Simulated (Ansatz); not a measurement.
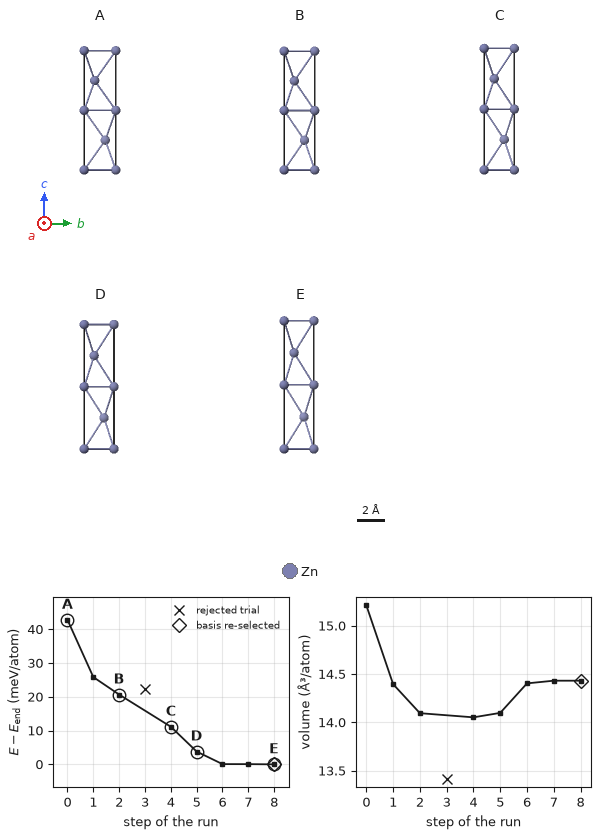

Frames of a relaxation of a crystal of Zn (a generated structure, set up in P6_3/mmc), marked on the history of the run. The picture is a ball-and-stick view of the cell of the calculation, seen along the a axis.

Phase: dhcp.

The calculation used DFT, r2SCAN, plane waves (500 eV) with PAW, scalar-relativistic (Ansatz).

Input
```yaml
crystal:
  lattice:
    - [2.7811174557, 0.0, 0.0]
    - [-1.3905587278, 2.4085183675, 0.0]
    - [0.0, 0.0, 9.0831296103]
  atoms:
    - { symbol: Zn, position: [0.0, 0.0, 0.0] }
    - { symbol: Zn, position: [0.0, 0.0, 0.5] }
    - { symbol: Zn, position: [0.3333333333, 0.6666666667, 0.25] }
    - { symbol: Zn, position: [0.6666666667, 0.3333333333, 0.75] }
hamiltonian:
  xc: r2scan
  pseudopotentials:
    kind: paw
    azcp:
      Zn: "pseudopotentials/Zn.paw.azcp"
basis:
  ecutwfc: 500
  fft_grid_basis: typed
kpoints:
  mp_grid: { grid: [13, 13, 4], shift: [0, 0, 0] }
magnetization:
  spin_polarized: false
scf:
  occupations: { method: fermi_dirac, width: 0.1 }
relax:
  max_steps: 60
  f_tol: 0.01
  cell: {}
```

Command:
```bash
ansatz run input.yaml --threads 1 --pin off --max-ram 3584MiB --backend cpu --events-out ev --progress --plain --runs-dir out
```

What happens along the run?

No atom moves by more than 0.005 Å relative to the cell. The drawn cell changes as follows: a = b 2.781 → 2.614 Å (−6.0 %), c 9.083 → 9.759 Å (+7.4 %); the volume changes by −5.1 %. Near-neighbour distances that change, for instance: Zn1–Zn1 2.781 → 2.614 Å, Zn1–Zn3 2.781 → 2.869 Å. The space group stays P6_3/mmc (No. 194). After 6 accepted moves (8 points after the start) the energy has fallen by 42.8 meV per atom. All forces vanish by symmetry, so only the cell relaxes. The pressure goes from −4.92 to 0.00 GPa. The line search rejected the trial step at point 3 of the run. The SCF was repeated once at an unchanged geometry on a basis and grid sized afresh for the cell, which shifted the energy by 0.1 meV per atom at most. From step 0 to 2: volume −7.3 %, energy −22.1 meV per atom. From step 2 to 4: volume −0.3 %, energy −9.5 meV per atom. From step 4 to 5: volume +0.3 %, energy −7.3 meV per atom. From step 5 to 8: volume +2.4 %, energy −3.8 meV per atom.
